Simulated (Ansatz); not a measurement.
**Run report: SnGe₁₅, single-point calculation**

SnGe₁₅ (F-43m, 16 atoms in the cell), computed with DFT PBEsol, scalar-relativistic, plane waves, PAW, no spin polarisation (Ansatz 0.2.0).

The structure was built on a prototype by a generator; it need not be a known phase. Figures and captions count atoms from 1; the log counts them from 0 in places.

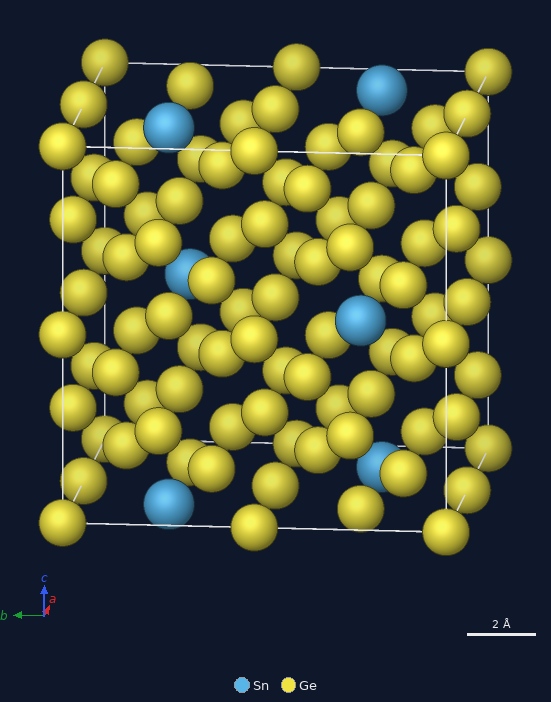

*The structure (spheres-only view of the cell 4 times as large as that of the calculation, set on its symmetry axes, seen at an oblique angle).*

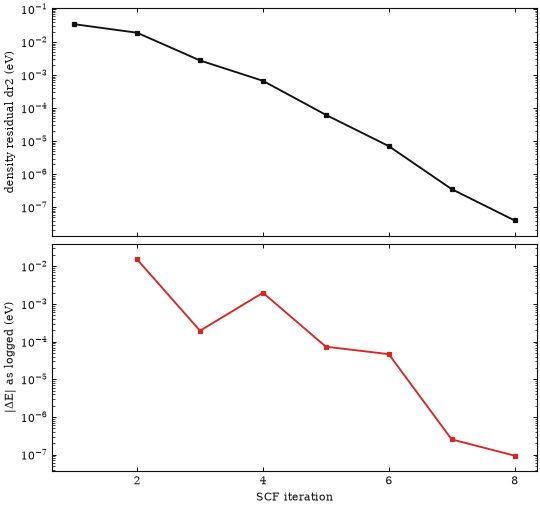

*Convergence of the self-consistent field: density residual dr2 and size of the energy change against the SCF iteration.*

The residual falls at every step.

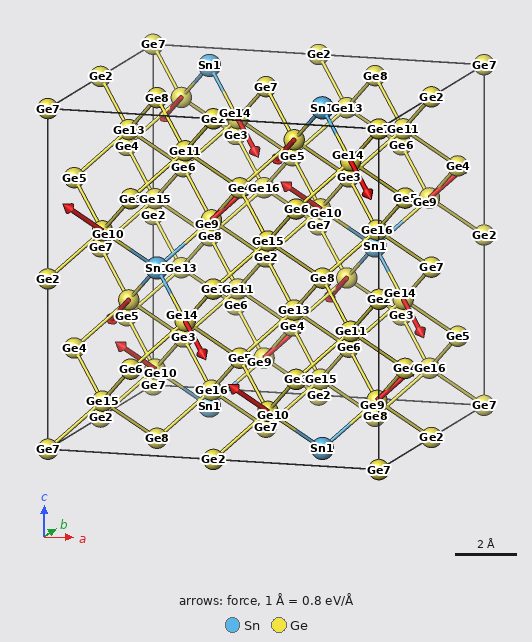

*Forces on the atoms as red arrows (ball-and-stick view of the cell 4 times as large as that of the calculation, set on its symmetry axes, seen slightly off an axis; atoms are numbered from 1 in the order of the input); the smallest are left out.*

The largest act on Ge9, Ge10, Ge12, Ge14 (1.46 eV/Å). The geometry is not a stationary point of this energy.

The input and output of the run follow.

Input file
```yaml
crystal:
  lattice:
    - [0.0, 5.7083741, -5.7083741]
    - [5.7083741, 5.7083741, 0.0]
    - [5.7083741, 0.0, -5.7083741]
  atoms:
    - { symbol: Sn, position: [0.5, 0.0, 0.5] }
    - { symbol: Ge, position: [0.5, 0.5, 0.5] }
    - { symbol: Ge, position: [0.0, 0.0, 0.5] }
    - { symbol: Ge, position: [0.0, 0.5, 0.5] }
    - { symbol: Ge, position: [0.5, 0.0, 0.0] }
    - { symbol: Ge, position: [0.5, 0.5, 0.0] }
    - { symbol: Ge, position: [0.0, 0.0, 0.0] }
    - { symbol: Ge, position: [0.0, 0.5, 0.0] }
    - { symbol: Ge, position: [0.375, 0.375, 0.375] }
    - { symbol: Ge, position: [0.375, 0.875, 0.375] }
    - { symbol: Ge, position: [0.875, 0.375, 0.375] }
    - { symbol: Ge, position: [0.875, 0.875, 0.375] }
    - { symbol: Ge, position: [0.375, 0.375, 0.875] }
    - { symbol: Ge, position: [0.375, 0.875, 0.875] }
    - { symbol: Ge, position: [0.875, 0.375, 0.875] }
    - { symbol: Ge, position: [0.875, 0.875, 0.875] }
basis:
  ecutwfc: 420
kpoints:
  mp_grid: { grid: [4, 4, 4] }
hamiltonian:
  xc: pbesol
scf:
  occupations: { method: gaussian, width: 0.1 }
output:
  forces: true
  stress: true
  eigenvalues: true
```

Run as:
```bash
ansatz run input.yaml --threads 4 --pin off --max-ram 10240MiB --backend cpu --events-out ev --progress --plain --runs-dir out
```

The program's output
```
Engine: ansatz 0.2.0, x86_64-unknown-linux-gnu
Pseudopotentials: kind: paw
Pseudopotential: Sn, paw, valence charge 14, recommended cutoff 420 eV (normal), Sn.paw.azcp
Pseudopotential: Ge, paw, valence charge 14, recommended cutoff 420 eV (normal), Ge.paw.azcp
Functional definition: PBEsol
  exchange = pbesol_x
  correlation = pbesol_c
Crystal: 16 atoms, lattice volume = 372.021 Å³
Basis set: ecut = 420 eV, 7343 PW (Γ), exchange–correlation on 108×108×108 points (8 copies of the dense FFT grid, shifted against one another)
Bands: 135, of which v1, the nominal top of the filled ones, is band 112 counted from 1 (111 counted from 0)
Symmetry: 24 space group operations
Space group: F-43m (ITA 216), of the structure as read, at distance tolerance 7.2e-5 Å
k-points: 8 of 64 (time reversal used)
Non-local potential: Sn, projectors of the file, l = 0: 2, l = 1: 2, l = 2: 2, l = 3: 2
Non-local potential: Ge, projectors of the file, l = 0: 2, l = 1: 2, l = 2: 3, l = 3: 1
PAW form: soft (Blöchl's): semilocal exchange-correlation on the pseudo side does not see the compensation charge
PAW frozen core: Sn, regenerated for the run's functional, and the local potential with it (the file was generated under x = pbe(κ = 0.804, μ = 0.2195149727645171), c = pbe(β = 0.06672455060314922))
PAW frozen core: Ge, regenerated for the run's functional, and the local potential with it (the file was generated under x = pbe(κ = 0.804, μ = 0.2195149727645171), c = pbe(β = 0.06672455060314922))
PAW one-centre angular grid: Sn, 590 points (default); XC on 64 Gauss nodes
PAW one-centre angular grid: Ge, 590 points (default); XC on 64 Gauss nodes
Initial density: superposition of atomic densities (neutral atoms: chi_scale 0, normalization atom), corrected by the library's trained network
Initial wavefunctions: pseudopotential atomic-orbital guess
Functional: x = pbesol(κ = 0.804, μ = 0.12345679012345678), c = pbesol(β = 0.046)
SCF iter   1: F=—  HF=-69751.566796 eV  |F-HF|=—  |Δ(HF+E_count)|=         —  Δρ=2.54e-3  dr2=3.48e-2  ethr=1.77e-3  ⟨swp⟩=6.0  Hψ=3833  notcnv=0  defer=5
preconditioner: auto → Kerker (q_TF=auto, 2.507 Å⁻¹)  [metal: Δε(μ)=0.072 eV  Ē_g=22.191 eV  σ=0.100 eV  W_gap=0.35  n_scr=112 (ndim 8)  ℏωp=28.8 eV  f_vac=0.077  D(μ)=0.87/eV (n_scr^D=0)]
SCF iter   2: F=—  HF=-69751.551538 eV  |F-HF|=—  |Δ(HF+E_count)|=   1.53e-2  Δρ=1.85e-3  dr2=1.92e-2  ethr=1.55e-5  ⟨swp⟩=1.0  Hψ=1248  notcnv=0  defer=10
SCF iter   3: F=—  HF=-69751.551733 eV  |F-HF|=—  |Δ(HF+E_count)|=   1.95e-4  Δρ=1.06e-3  dr2=2.78e-3  ethr=8.59e-6  ⟨swp⟩=2.0  Hψ=1853  notcnv=0  defer=10
preconditioner: auto → Resta (q_TF=auto, 2.507 Å⁻¹)  ε∞=2.7  [insulator: Δε(μ)=0.191 eV  Ē_g=22.261 eV  σ=0.100 eV  W_gap=0.50  n_scr=112 (ndim 8)  ℏωp=28.8 eV  f_vac=0.065  D(μ)=0.88/eV (n_scr^D=0)  ε∞_Penn≈2.7]
SCF iter   4: F=—  HF=-69751.549741 eV  |F-HF|=—  |Δ(HF+E_count)|=   1.99e-3  Δρ=5.04e-4  dr2=6.73e-4  ethr=1.24e-6  ⟨swp⟩=2.0  Hψ=1853  notcnv=0  defer=4
automatic band count: iteration 4 solves 130 bands in place of 135: the levels show a gap, and the empty bands left out lie too high to hold charge; the band table lists the bands solved (type scf.n_extra_bands for more)
SCF iter   5: F=—  HF=-69751.549815 eV  |F-HF|=—  |Δ(HF+E_count)|=   7.35e-5  Δρ=1.38e-4  dr2=6.29e-5  ethr=3.00e-7  ⟨swp⟩=2.0  Hψ=1856  notcnv=0  defer=4
SCF iter   6: F=—  HF=-69751.549768 eV  |F-HF|=—  |Δ(HF+E_count)|=   4.66e-5  Δρ=3.75e-5  dr2=7.11e-6  ethr=2.81e-8  ⟨swp⟩=2.0  Hψ=1857  notcnv=0  defer=4
SCF iter   7: F=—  HF=-69751.549768 eV  |F-HF|=—  |Δ(HF+E_count)|=   2.54e-7  Δρ=1.09e-5  dr2=3.55e-7  ethr=3.18e-9  ⟨swp⟩=2.0  Hψ=1857  notcnv=0  defer=4
SCF iter   8: F=-69751.549768 eV  HF=-69751.549768 eV  |F-HF|=4.96e-8  |Δ(HF+E_count)|=   9.40e-8  Δρ=4.10e-6  dr2=4.01e-8  ethr=4.46e-11  ⟨swp⟩=9.1  Hψ=4612  notcnv=0
SCF 1 converged in 8 iterations: F = -69751.549768 eV  dr2 = 4.01e-8
  greatest PAW one-centre occupation: 0.998 electrons in one spin orbital (limit 2), on the Ge atom at site 13 (counted from 0), in its partial waves of l = 2
SCF converged after 8 iterations
Free energy (F): -69751.549768 eV
Harris-Foulkes:  -69751.549768 eV  (|F-HF|=4.96e-8)
Internal energy: -69751.545332 eV  (E = F + TS)
E sigma→0 (E₀):  -69751.547550 eV
Entropy (-TS):   -0.004437 eV (-0.277 meV/atom)
Fermi energy:    8.396422 eV
--- Per-component energies (eV) ---
  E_band       = -2386.913457
  E_kinetic    = 1863.356936
  E_local      = -38275.807042  (includes V_loc(G=0)·N_el)
  E_nonlocal   = 6271.481422
  E_hartree    = 16939.597003
  E_xc         = -1504.070332
  E_vxc        = -1068.500404  (∫ρ·V_xc dr)
  E_paw        = -33753.464205  (= ΣΔE_a)
  E_vpaw       = -5056.650791  (= ΣTr[D̂ρ^β])
  E_aug_tail   = 0.003761  (compensation charges beyond the density's cutoff)
  E_ewald      = -21306.696758
  E_core_change = 14.053883  (= ΣΔE_core)
  E_smearing   = -0.004437  (= −TS)
  E_closure    = -0.000000  (closes the sum)
  Σ components = -69751.549768   (vs F -69751.549768, Δ=0.00e0)
--- Forces (eV/Å), atoms counted from 1 ---
  atom   1  Sn    -0.00000000    -0.00000000     0.00000000
  atom   2  Ge    -0.00000000    -0.00000000     0.08668778
  atom   3  Ge    -0.08668778    -0.00000000    -0.00000000
  atom   4  Ge    -0.00000000     0.08668778    -0.00000000
  atom   5  Ge    -0.00000000    -0.08668778    -0.00000000
  atom   6  Ge     0.08668778    -0.00000000     0.00000000
  atom   7  Ge    -0.00000000    -0.00000000    -0.08668778
  atom   8  Ge    -0.00000000    -0.00000000    -0.00000000
  atom   9  Ge     0.84391744     0.84391744     0.84391744
  atom  10  Ge    -0.84391744    -0.84391744     0.84391744
  atom  11  Ge    -0.00241747     0.00241747     0.00241747
  atom  12  Ge    -0.84391744     0.84391744    -0.84391744
  atom  13  Ge     0.00241747    -0.00241747     0.00241747
  atom  14  Ge     0.84391744    -0.84391744    -0.84391744
  atom  15  Ge     0.00241747     0.00241747    -0.00241747
  atom  16  Ge    -0.00241747    -0.00241747    -0.00241747
  max |Σ_I F_I| component: 2.22e-16 eV/Å
--- Stress (GPa, compression-positive) ---
        1.258216      -0.000000       0.000000
        0.000000       1.258216      -0.000000
        0.000000      -0.000000       1.258216
  P = ⅓ Tr σ = 1.2582 GPa (12.582 kbar)
--- Band table (eV; the first three rows and the last of 8) ---
  k-point 0: bands = ["-16.4008", "-16.4008", "-16.4008", "-16.3981", "-16.3981", "-16.3981", "-16.3896", "-16.3896", "-16.3888", "-16.3888", "-16.3888", "-16.3788", "-16.3788", "-16.3788", "-16.3569", "-16.3569", "-16.3569", "-16.3540", "-16.3313", "-16.3313", "-16.3313", "-16.3311", "-16.3311", "-16.3217", "-16.3133", "-16.3133", "-16.2988", "-16.2988", "-16.2988", "-16.2945", "-16.2945", "-16.2945", "-16.2637", "-16.2637", "-16.2556", "-16.2556", "-16.2556", "-16.2296", "-16.2245", "-16.2245", "-16.2245", "-16.2048", "-16.2048", "-16.1765", "-16.1737", "-16.1737", "-16.1737", "-16.1724", "-16.1724", "-16.1691", "-16.1691", "-16.1691", "-16.1647", "-16.1647", "-16.1647", "-16.1594", "-16.1442", "-16.1442", "-16.1442", "-16.1322", "-16.1322", "-16.1263", "-16.1263", "-16.1263", "-16.0995", "-16.0995", "-16.0995", "-16.0988", "-16.0988", "-16.0919", "-16.0919", "-16.0919", "-16.0841", "-16.0841", "-16.0841", "-13.2115", "-13.2115", "-13.2115", "-13.1533", "-13.1533", "-4.2253", "-2.1695", "-2.1695", "-2.1695", "-2.1290", "-0.4401", "-0.4401", "-0.4401", "-0.4036", "-0.4036", "-0.1978", "0.8391", "0.8391", "0.8391", "1.0763", "5.3764", "5.3764", "5.3764", "5.3979", "5.3979", "5.3979", "7.0051", "7.0051", "7.0051", "7.0350", "7.0350", "7.0950", "7.0950", "7.0950", "8.2065", "8.3983", "8.3983", "8.3983", "8.4621", "8.4621", "8.4621", "8.7817", "9.0429", "9.0429", "9.0757", "9.0757", "9.0757", "9.5662", "10.9285", "10.9285", "10.9285", "12.0553", "12.0553", "12.0639", "12.0639"]
  k-point 1: bands = ["-16.4068", "-16.4068", "-16.4061", "-16.4005", "-16.4001", "-16.4001", "-16.3967", "-16.3967", "-16.3903", "-16.3896", "-16.3896", "-16.3839", "-16.3808", "-16.3808", "-16.3578", "-16.3546", "-16.3546", "-16.3463", "-16.3333", "-16.3318", "-16.3318", "-16.3216", "-16.3216", "-16.3123", "-16.3005", "-16.3005", "-16.2919", "-16.2919", "-16.2873", "-16.2869", "-16.2855", "-16.2855", "-16.2643", "-16.2643", "-16.2516", "-16.2516", "-16.2489", "-16.2481", "-16.2304", "-16.2304", "-16.2073", "-16.2053", "-16.2053", "-16.2018", "-16.1933", "-16.1933", "-16.1812", "-16.1804", "-16.1804", "-16.1746", "-16.1700", "-16.1700", "-16.1629", "-16.1619", "-16.1619", "-16.1597", "-16.1526", "-16.1526", "-16.1439", "-16.1397", "-16.1397", "-16.1215", "-16.1167", "-16.1167", "-16.0996", "-16.0996", "-16.0973", "-16.0922", "-16.0922", "-16.0879", "-16.0879", "-16.0853", "-16.0853", "-16.0815", "-16.0815", "-13.2115", "-13.2115", "-13.2115", "-13.1533", "-13.1533", "-4.0372", "-2.6917", "-2.0765", "-2.0765", "-2.0410", "-1.2183", "-1.2183", "-1.1471", "0.4808", "0.4808", "0.6081", "0.9659", "0.9659", "1.1546", "1.8309", "4.8934", "4.8934", "4.9043", "5.5498", "5.5702", "5.5702", "5.7651", "5.7651", "5.8243", "6.0946", "6.6634", "6.7129", "6.7129", "7.1816", "7.1816", "8.1127", "8.1127", "8.6204", "9.2022", "9.2022", "9.2466", "9.3793", "9.6577", "9.6577", "9.9750", "10.2437", "10.2437", "10.4884", "11.3711", "11.3711", "11.7943", "11.8310", "11.8310", "12.0294", "12.1354"]
  k-point 2: bands = ["-16.4125", "-16.4125", "-16.4124", "-16.4051", "-16.4051", "-16.4001", "-16.3968", "-16.3968", "-16.3919", "-16.3902", "-16.3902", "-16.3876", "-16.3839", "-16.3839", "-16.3576", "-16.3540", "-16.3540", "-16.3431", "-16.3325", "-16.3308", "-16.3308", "-16.3106", "-16.3106", "-16.3102", "-16.3026", "-16.3026", "-16.2789", "-16.2789", "-16.2727", "-16.2665", "-16.2665", "-16.2663", "-16.2582", "-16.2582", "-16.2528", "-16.2441", "-16.2441", "-16.2440", "-16.2344", "-16.2341", "-16.2341", "-16.2321", "-16.2321", "-16.2031", "-16.2031", "-16.1950", "-16.1925", "-16.1889", "-16.1889", "-16.1856", "-16.1697", "-16.1697", "-16.1618", "-16.1613", "-16.1613", "-16.1590", "-16.1590", "-16.1587", "-16.1434", "-16.1420", "-16.1420", "-16.1185", "-16.1107", "-16.1107", "-16.1008", "-16.1008", "-16.0946", "-16.0920", "-16.0920", "-16.0871", "-16.0800", "-16.0800", "-16.0796", "-16.0796", "-16.0796", "-13.2115", "-13.2115", "-13.2115", "-13.1533", "-13.1533", "-3.5017", "-3.4809", "-1.7846", "-1.7846", "-1.7659", "-1.7601", "-1.7601", "-1.6751", "1.0107", "1.0107", "1.0670", "1.0719", "1.0719", "1.3803", "3.6737", "3.8201", "4.7031", "4.7031", "4.7198", "4.7453", "4.7453", "4.7845", "6.0093", "6.0514", "6.0514", "6.0565", "6.0814", "6.0814", "7.5353", "7.5353", "7.5980", "7.5980", "8.9085", "9.0622", "9.6940", "9.6940", "9.7196", "9.7196", "9.7249", "10.0581", "11.9497", "11.9497", "12.0293", "12.0293", "12.4520", "12.4520", "12.4775", "12.4858", "12.4858", "12.7938"]
  k-point 7: bands = ["-16.4163", "-16.4152", "-16.4112", "-16.4055", "-16.4019", "-16.4019", "-16.4018", "-16.3979", "-16.3958", "-16.3953", "-16.3937", "-16.3915", "-16.3906", "-16.3804", "-16.3620", "-16.3522", "-16.3520", "-16.3430", "-16.3342", "-16.3249", "-16.3115", "-16.3013", "-16.3012", "-16.2976", "-16.2955", "-16.2919", "-16.2858", "-16.2832", "-16.2724", "-16.2712", "-16.2661", "-16.2649", "-16.2578", "-16.2547", "-16.2531", "-16.2437", "-16.2388", "-16.2382", "-16.2370", "-16.2312", "-16.2310", "-16.2266", "-16.2216", "-16.2083", "-16.2073", "-16.2070", "-16.2064", "-16.2055", "-16.1912", "-16.1840", "-16.1802", "-16.1775", "-16.1759", "-16.1701", "-16.1651", "-16.1627", "-16.1577", "-16.1555", "-16.1441", "-16.1379", "-16.1349", "-16.1240", "-16.1031", "-16.1007", "-16.0990", "-16.0990", "-16.0972", "-16.0908", "-16.0893", "-16.0870", "-16.0841", "-16.0798", "-16.0770", "-16.0758", "-16.0756", "-13.2115", "-13.2115", "-13.2115", "-13.1533", "-13.1533", "-3.0165", "-3.0022", "-3.0008", "-2.9947", "-1.4342", "-1.4244", "-1.4082", "-1.3300", "0.7427", "0.7582", "0.7790", "0.9888", "2.9886", "3.0267", "3.0351", "3.3636", "4.1305", "4.1554", "4.2049", "4.2063", "5.5787", "5.5958", "5.6020", "5.6142", "5.7164", "5.7343", "5.7374", "5.7386", "6.8150", "6.8242", "6.8331", "6.8632", "10.6527", "10.6849", "10.7011", "10.7233", "10.9326", "10.9569", "10.9607", "10.9837", "11.0424", "11.0437", "11.2358", "11.4366", "12.7921", "12.8055", "12.8737", "12.8780", "12.9212", "12.9423"]
```

Key numbers

```csv
quantity,value
outcome,converged
space group (tolerance 0.01 Å),F-43m (216)
electrons treated,224
free energy,−69751.5498 eV
Fermi energy,8.396 eV
gap on the k-point mesh,none (metallic)
pressure,1.26 GPa
largest force (length of the vector),1.462 eV/Å
hardware,"4 threads of Intel Xeon @ 2.70GHz, 189 GiB of memory available, shared host"
wall time,9.3 s (CPU time 33 s)
peak memory,1.3 GiB
```
